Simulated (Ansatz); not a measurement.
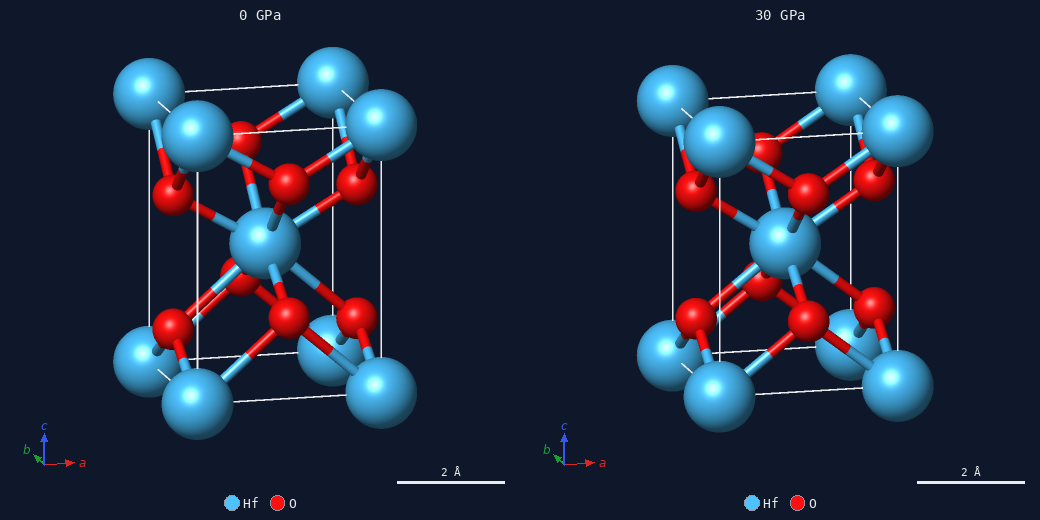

HfO₂, space group P4₂/nmc (No. 137), relaxed (cell and atoms) under a series of hydrostatic pressures; the conventional cell is drawn at the lowest and the highest, to one scale (sticks follow a distance rule). The start was a structure listed in the Materials Project. Other forms of this composition are known.

Alike in all runs: Ansatz 0.2.0; functional PBEsol; potentials Ansatz PAW; cutoff 420 eV; k mesh 8 × 8 × 5 on the run's cell of 6 atoms; occupations fermi-dirac, width 0.05 eV; no spin polarisation; no spin-orbit coupling.

| pressure (GPa) | volume (Å³/atom) | a (Å) | c (Å) |
| --- | --- | --- | --- |
| 0.0 | 10.955 | 3.567 | 5.166 |
| 2.0 | 10.847 | 3.558 | 5.141 |
| 5.0 | 10.697 | 3.545 | 5.107 |
| 10.0 | 10.473 | 3.525 | 5.058 |
| 20.0 | ? | ? | ? |
| 30.0 | 9.787 | 3.457 | 4.913 |

Fit a third-order Birch-Murnaghan equation to the rows given and use it to fill in the volume that is left out.

The fit gives V0 = 10.95 Å³/atom, B0 = 197 GPa and B0′ = 5.3, which puts the volume at 20.0 GPa at 10.10 Å³/atom. The run gave volume 10.097 Å³/atom; a 3.489 Å; c 4.977 Å.

Which axis yields most up to 30 GPa?

The c axis: a −3.1 %, c −4.9 %, against −10.7 % in volume.

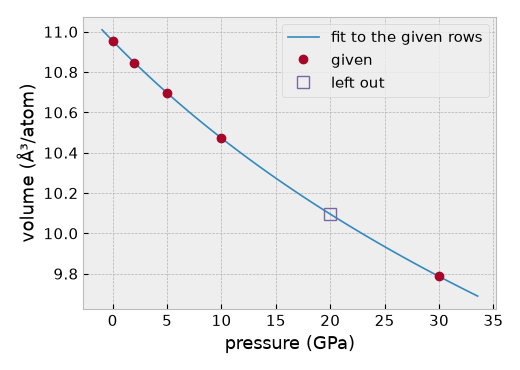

Volume against pressure, with the fit. The structure was kept in its own symmetry, so a change to another phase within this range wouldn't be seen. The gaps aren't listed, since this mesh can miss the band edges.

Caveat: the plane-wave basis is chosen anew once the cell has moved, so the energies of steps on either side of that aren't comparable; spin-orbit coupling is left out, which matters for Hf, if less for volumes and forces than for levels.
